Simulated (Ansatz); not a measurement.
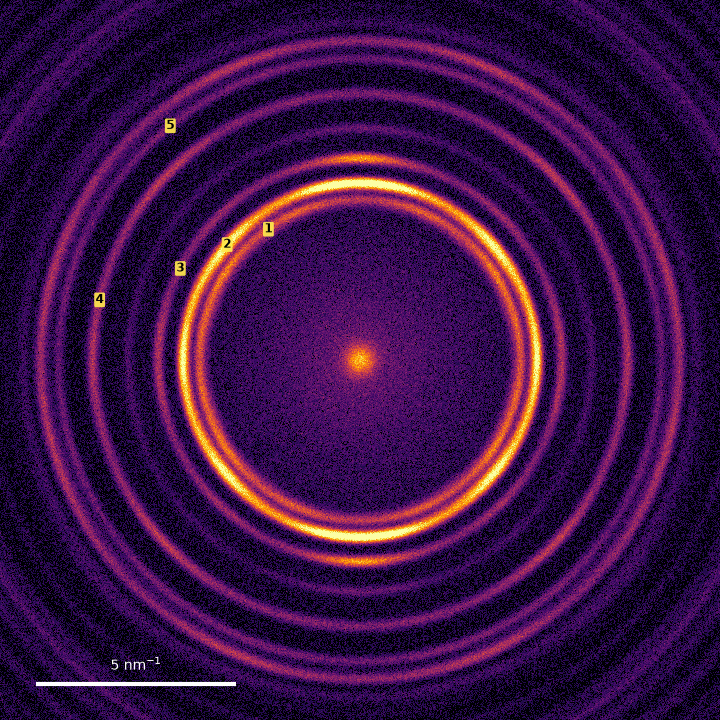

Simulated electron diffraction rings at 300 kV (λ = 0.0197 Å), scale in nm⁻¹ (radius = 1/d), for a sample with fibre texture (March–Dollase model, fibre axis vertical in the picture). Kinematic intensities with B = 0.8 Å² for all atoms, without multiple scattering; brightness goes as intensity to the power 0.5, clipped at the top, with counting noise. Reflections closer than the ring width show as one ring.

The sample is Ga, space group P6_3/mmc, a = 2.985 Å, b = 2.985 Å, c = 9.280 Å, α = 90.00°, β = 90.00°, γ = 120.00°. Basis of the simulation: the input geometry of an electronic-structure calculation (not necessarily at equilibrium); the starting structure was generated, so it need not be a known form of this composition.

Measure the numbered rings and index them.

Answer.
| ring | radius | d (Å) | hkl |
| --- | --- | --- | --- |
| 1 | 3.99 nm⁻¹ | 2.59 + 2.49 | 100 + 101 |
| 2 | 4.40 nm⁻¹ | 2.32 + 2.26 | 004 + 102 |
| 3 | 5.04 nm⁻¹ | 1.984 | 103 |
| 4 | 6.68 nm⁻¹ | 1.508 + 1.493 | 105 + 110 |
| 5 | 7.53 nm⁻¹ | 1.327 | 106 |

Which lattice planes lie preferentially normal to the fibre axis?

Answer. The (1 0 3) planes: ring 3 is concentrated at the top and bottom of the pattern (March parameter 0.35).
